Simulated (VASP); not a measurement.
# Run report: PtS₂, geometry relaxation (part 2 of 3)

PtS₂ (P-3m1, 3 atoms in the cell); Kohn-Sham DFT of a periodic cell, PBE with D4, VASP PAW PBE potentials, recommended, no spin polarisation (VASP 6.6.1); cutoff 520 eV, 12×12×6 k-mesh, Gaussian smearing of 0.02 eV. The structure derives from an entry of the Crystallography Open Database.

Geometry of the input (Å; fractional positions):
```
3.5791  -0.0000  -0.0000
-1.7896  3.0996  -0.0000
0.0000  -0.0000  4.6955
Pt 0.0000  0.0000  1.0000
S  0.3333  0.6667  0.2570
S  0.6667  0.3333  0.7430
```

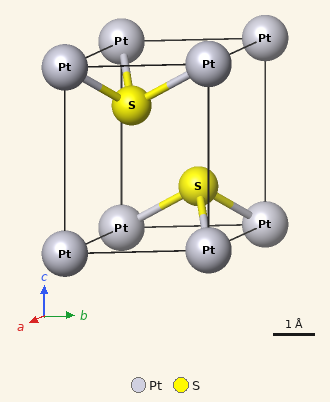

Figure 1. The input geometry (ball-and-stick view of the cell of the calculation, seen slightly off an axis).

Parts of OUTCAR, continued
```
 Subroutine IBZKPT returns following result:
 ===========================================

 Found    100 irreducible k-points:

 Following reciprocal coordinates:
            Coordinates               Weight
  0.000000  0.000000  0.000000      1.000000
  0.083333 -0.000000  0.000000      6.000000
  0.166667  0.000000  0.000000      6.000000
  0.250000  0.000000  0.000000      6.000000
  0.333333 -0.000000  0.000000      6.000000
  0.416667  0.000000  0.000000      6.000000
  0.500000  0.000000  0.000000      3.000000
  0.083333  0.083333  0.000000      6.000000
  0.166667  0.083333  0.000000     12.000000
  0.250000  0.083333  0.000000     12.000000
  0.333333  0.083333  0.000000     12.000000
  0.416667  0.083333  0.000000     12.000000
  0.166667  0.166667  0.000000      6.000000
  0.250000  0.166667  0.000000     12.000000
  0.333333  0.166667  0.000000     12.000000
  0.416667  0.166667  0.000000      6.000000
  0.250000  0.250000  0.000000      6.000000
  0.333333  0.250000  0.000000     12.000000
  0.333333  0.333333  0.000000      2.000000
  0.000000  0.000000  0.166667      2.000000
  0.083333 -0.000000  0.166667      6.000000
  0.000000  0.083333  0.166667      6.000000
  0.166667  0.000000  0.166667      6.000000
  0.000000  0.166667  0.166667      6.000000
 [... further k-points ...]
   k-points           NKPTS =    100   k-points in BZ     NKDIM =    100   number of bands    NBANDS=     15
   number of dos      NEDOS =    301   number of ions     NIONS =      3
   total plane-waves  NPLWV =  28224
   dimension x,y,z NGX =    28 NGY =   28 NGZ =   36
   dimension x,y,z NGXF=    56 NGYF=   56 NGZF=   72
   ions per type =               1   2
   NGX,Y,Z   is equivalent  to a cutoff of  13.01, 13.01, 12.75 a.u.
   NGXF,Y,Z  is equivalent  to a cutoff of  26.01, 26.01, 25.49 a.u.
 SYSTEM =  PtS2
   PREC   = accura    normal or accurate (medium, high low for compatibility)
   ISTART =      0    job   : 0-new  1-cont  2-samecut
   ICHARG =      2    charge: 1-file 2-atom 10-const
   ISPIN  =      1    spin polarized calculation?
   LNONCOLLINEAR =      F non collinear calculations
   LSORBIT =      F    spin-orbit coupling
   LASPH  =      T    aspherical Exc in radial PAW
   ENCUT  =  520.0 eV  38.22 Ry    6.18 a.u.   6.65  6.65  8.73*2*pi/ulx,y,z
   NELM   =     60;   NELMIN=  2; NELMDL= -5     # of ELM steps
   EDIFF  = 0.1E-06   stopping-criterion for ELM
   LREAL  =      F    real-space projection
   EDIFFG = -.2E-02   stopping-criterion for IOM
   NSW    =     80    number of steps for IOM
   IBRION =      2    ionic relax: 0-MD 1-quasi-New 2-CG
   NFREE  =      1    steps in history (QN), initial steepest desc. (CG)
   ISIF   =      3    stress and relaxation
   ISYM   =      2    0-nonsym 1-usesym 2-fastsym
   POTIM  = 0.5000    time-step for ionic-motion
   TEBEG  =    0.0;   TEEND  =   0.0 temperature during run
   PSTRESS=    0.0 pullay stress
   NELECT =      22.0000    total number of electrons
   NUPDOWN=      -1.0000    fix difference up-down
   EMIN   =  10.00;   EMAX   =-10.00  energy-range for DOS
   EFERMI =   0.00;   METHOD = LEGACY
   ISMEAR =     0;   SIGMA  =   0.02  broadening in eV -4-tet -1-fermi 0-gaus
   EFERMI_NEDOS =   21; number of points for ismear=-14 and -15
   IALGO  =     68    algorithm
   IMIX   =      4    mixing-type and parameters
     AMIX     =   0.40;   BMIX     =  1.00
     AMIX_MAG =   1.60;   BMIX_MAG =  1.00
  volume/ion in A,a.u.               =      17.36       117.18
  Fermi-wavevector in a.u.,A,eV,Ry     =   1.228274  2.321101 20.526521  1.508657
  Thomas-Fermi vector in A             =   2.363206
   LORBIT       =      0    0 simple, 1 ext, 2 COOP (PROOUT), +10 PAW based schemes
   GGA     = PE    functional components
   LHFCALC =     F    Hartree Fock is set to
   AEXX    =    0.0000 exact exchange contribution
   IVDW    =    13    specifies the selected vdW correction
   VDW_S6         =  1.00000000  s6, scaling of the dipole-dipole dispersion
   VDW_S8         =  0.95948085  s8, scaling of the dipole-quadrupole dispersion
   VDW_A1         =  0.38574991  a1, scaling of the critical radii
   VDW_A2         =  4.80688534  a2, offset of the critical radii
   VDW_S9         =  1.00000000  s9, scaling of the three-body dispersion
   VDW_RADIUS     = 31.75063494  two-body interaction cutoff (in Angstroms)
   VDW_CNRADIUS   = 15.87531747  CN, coordination number cutoff (in Angstroms)
   LEPSILON=     F    determine dielectric tensor
   LRPA    =     F    only Hartree local field effects (RPA)
 conjugate gradient relaxation of ions
 non-spin polarized calculation
 RMM-DIIS sequential band-by-band and
 Gauss-broadening in eV      SIGMA  =   0.02
  energy-cutoff  :      520.00
  volume of cell :       52.09
 maximum number of plane-waves:      1428
 NGX is ok and might be reduce to    28
   NGX = 13   NGY = 13   NGZ = 17

--------------------------------------- Ionic step        1  -------------------------------------------

 number of electron      21.9999996 magnetization

 Free energy of the ion-electron system (eV)
  ---------------------------------------------------
  ext. energy  EPLUGINS =         0.00000000
  ---------------------------------------------------
  free energy    TOTEN  =       -15.32360665 eV

  energy without entropy =      -15.32360665  energy(sigma->0) =      -15.32360665

------------------------ aborting loop because EDIFF is reached ----------------------------------------

  DFT-D4 for vdW energy calculation

  Edisp (eV):   -1.38751

  FORCE on cell =-STRESS in cart. coord.  units (eV):
  Direction    XX          YY          ZZ          XY          YZ          ZX
  --------------------------------------------------------------------------------------
  -------------------------------------------------------------------------------------
  Total       0.00683     0.00683    -0.00411     0.00000     0.00000     0.00000
  in kB       0.20999     0.20999    -0.12627     0.00000     0.00000     0.00000
  external pressure =        0.10 kB  Pullay stress =        0.00 kB

 VOLUME and BASIS-vectors are now :
 -----------------------------------------------------------------------------
  energy-cutoff  :      520.00
  volume of cell :       52.09
      direct lattice vectors                 reciprocal lattice vectors
     3.579101088  0.000000000  0.000000000     0.279399764  0.161311529  0.000000000
    -1.789550544  3.099592464  0.000000000     0.000000000  0.322623058  0.000000000
     0.000000000  0.000000000  4.695512068     0.000000000  0.000000000  0.212969317

 POSITION                                       TOTAL-FORCE (eV/Angst)
 -----------------------------------------------------------------------------------
      0.00000      0.00000      0.00000        -0.000000      0.000000      0.000000
     -0.00000      2.06639      1.20677         0.000000     -0.000000      0.001879
      1.78955      1.03320      3.48874        -0.000000      0.000000     -0.001879
 -----------------------------------------------------------------------------------
    total drift:                               -0.000000     -0.000000     -0.000000

  FREE ENERGIE OF THE ION-ELECTRON SYSTEM (eV)
  ---------------------------------------------------
  free  energy   TOTEN  =       -16.7111193173 eV

  energy  without entropy=      -16.7111193172  energy(sigma->0) =      -16.71111932

--------------------------------------- Ionic step        2  -------------------------------------------

 number of electron      21.9999996 magnetization

------------------------ aborting loop because EDIFF is reached ----------------------------------------

  DFT-D4 for vdW energy calculation

  Edisp (eV):   -1.38732

  FORCE on cell =-STRESS in cart. coord.  units (eV):
  Direction    XX          YY          ZZ          XY          YZ          ZX
  --------------------------------------------------------------------------------------
  -------------------------------------------------------------------------------------
  Total      -0.00968    -0.00968    -0.01538     0.00000     0.00000     0.00000
  in kB      -0.29762    -0.29762    -0.47300     0.00000     0.00000     0.00000
  external pressure =       -0.36 kB  Pullay stress =        0.00 kB

 VOLUME and BASIS-vectors are now :
 -----------------------------------------------------------------------------
  energy-cutoff  :      520.00
  volume of cell :       52.10
      direct lattice vectors                 reciprocal lattice vectors
     3.579494026  0.000000000  0.000000000     0.279369093  0.161293821 -0.000000000
    -1.789747013  3.099932759  0.000000000     0.000000000  0.322587642 -0.000000000
     0.000000000  0.000000000  4.695202092     0.000000000  0.000000000  0.212983378

 POSITION                                       TOTAL-FORCE (eV/Angst)
 -----------------------------------------------------------------------------------
      3.57949      0.00000      0.00000         0.000000     -0.000000      0.000000
     -0.00000      2.06662      1.20678         0.000000     -0.000000     -0.000558
      1.78975      1.03331      3.48842        -0.000000      0.000000      0.000558
 -----------------------------------------------------------------------------------
    total drift:                                0.000000      0.000000     -0.000000

  FREE ENERGIE OF THE ION-ELECTRON SYSTEM (eV)
  ---------------------------------------------------
  free  energy   TOTEN  =       -16.7111188811 eV

  energy  without entropy=      -16.7111188810  energy(sigma->0) =      -16.71111888

--------------------------------------- Ionic step        3  -------------------------------------------

 number of electron      21.9999996 magnetization

------------------------ aborting loop because EDIFF is reached ----------------------------------------

  DFT-D4 for vdW energy calculation

  Edisp (eV):   -1.38739

  FORCE on cell =-STRESS in cart. coord.  units (eV):
  Direction    XX          YY          ZZ          XY          YZ          ZX
  --------------------------------------------------------------------------------------
  -------------------------------------------------------------------------------------
  Total      -0.00841    -0.00841    -0.01520     0.00000     0.00000     0.00000
  in kB      -0.25877    -0.25877    -0.46758     0.00000     0.00000     0.00000
  external pressure =       -0.33 kB  Pullay stress =        0.00 kB

 VOLUME and BASIS-vectors are now :
 -----------------------------------------------------------------------------
  energy-cutoff  :      520.00
  volume of cell :       52.10
      direct lattice vectors                 reciprocal lattice vectors
     3.579350781  0.000000000  0.000000000     0.279380273  0.161300276 -0.000000000
    -1.789675391  3.099808705  0.000000000     0.000000000  0.322600552 -0.000000000
     0.000000000  0.000000000  4.695315093     0.000000000  0.000000000  0.212978252

 POSITION                                       TOTAL-FORCE (eV/Angst)
 -----------------------------------------------------------------------------------
      0.00000      0.00000      0.00000         0.000000     -0.000000      0.000000
     -0.00000      2.06654      1.20678        -0.000000     -0.000000     -0.000211
      1.78968      1.03327      3.48854         0.000000      0.000000      0.000211
 -----------------------------------------------------------------------------------
    total drift:                               -0.000000     -0.000000     -0.000000

  FREE ENERGIE OF THE ION-ELECTRON SYSTEM (eV)
  ---------------------------------------------------
  free  energy   TOTEN  =       -16.7111192684 eV

  energy  without entropy=      -16.7111192684  energy(sigma->0) =      -16.71111927

[... ionic steps 4 to 13 ...]

--------------------------------------- Ionic step       14  -------------------------------------------

 number of electron      21.9999996 magnetization

------------------------ aborting loop because EDIFF is reached ----------------------------------------

  DFT-D4 for vdW energy calculation

  Edisp (eV):   -1.38857

  FORCE on cell =-STRESS in cart. coord.  units (eV):
  Direction    XX          YY          ZZ          XY          YZ          ZX
  --------------------------------------------------------------------------------------
  -------------------------------------------------------------------------------------
  Total      -0.00247    -0.00247     0.00565     0.00000     0.00000     0.00000
  in kB      -0.07594    -0.07594     0.17394     0.00000     0.00000     0.00000
  external pressure =        0.01 kB  Pullay stress =        0.00 kB

 VOLUME and BASIS-vectors are now :
 -----------------------------------------------------------------------------
  energy-cutoff  :      520.00
  volume of cell :       52.05
      direct lattice vectors                 reciprocal lattice vectors
     3.579924117  0.000000000  0.000000000     0.279335530  0.161274443 -0.000000000
    -1.789962058  3.100305228  0.000000000    -0.000000000  0.322548887 -0.000000000
     0.000000000  0.000000000  4.689859218     0.000000000  0.000000000  0.213226017

 POSITION                                       TOTAL-FORCE (eV/Angst)
 -----------------------------------------------------------------------------------
      0.00000      0.00000      0.00000        -0.000000     -0.000000      0.000000
     -0.00000      2.06687      1.20602         0.000000      0.000000      0.003777
      1.78996      1.03344      3.48384        -0.000000     -0.000000     -0.003777
```
